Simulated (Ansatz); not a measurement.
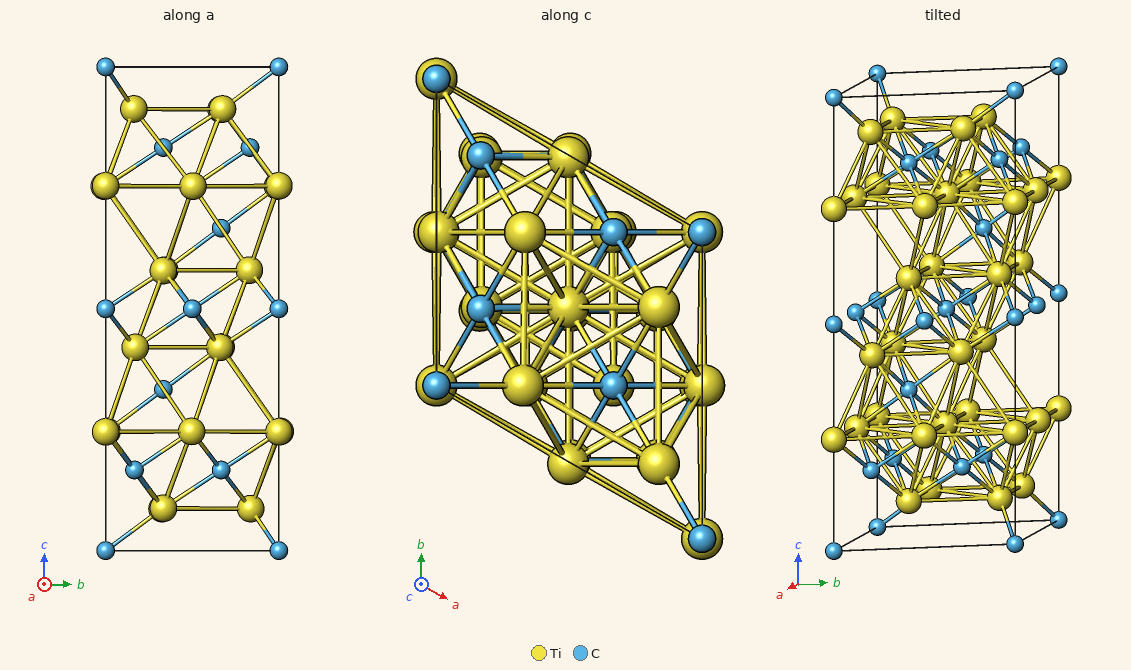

Shown here is a ball-and-stick view of the crystal, taken along the a axis, along the c axis and slightly off an axis. The lines enclose the conventional unit cell; boundary atoms appear with their images. Cell: a = 6.019 Å, b = 6.019 Å, c = 14.553 Å, α = 90.00°, β = 90.00°, γ = 120.00°.

Explain the picture.

Its composition is Ti$_{8}$C$_{5}$. It takes space group R-3m (No. 166) on a rhombohedral (trigonal R) lattice. Counting shared atoms by their share gives 24 Ti, 15 C, or 39 atoms. Within bonding distance, the neighbour counts come to Ti 15 to 16 (mean 15.8) and C 6.

The structure comes from a structure listed in the Materials Project. It was relaxed at fixed volume with DFT PBEsol, scalar-relativistic, plane waves, PAW in Ansatz 0.2.0.

At this level of theory the run's own cell isn't at rest (compressed, at 6 GPa), so its distances can differ from those at equilibrium, the more so the softer the solid.
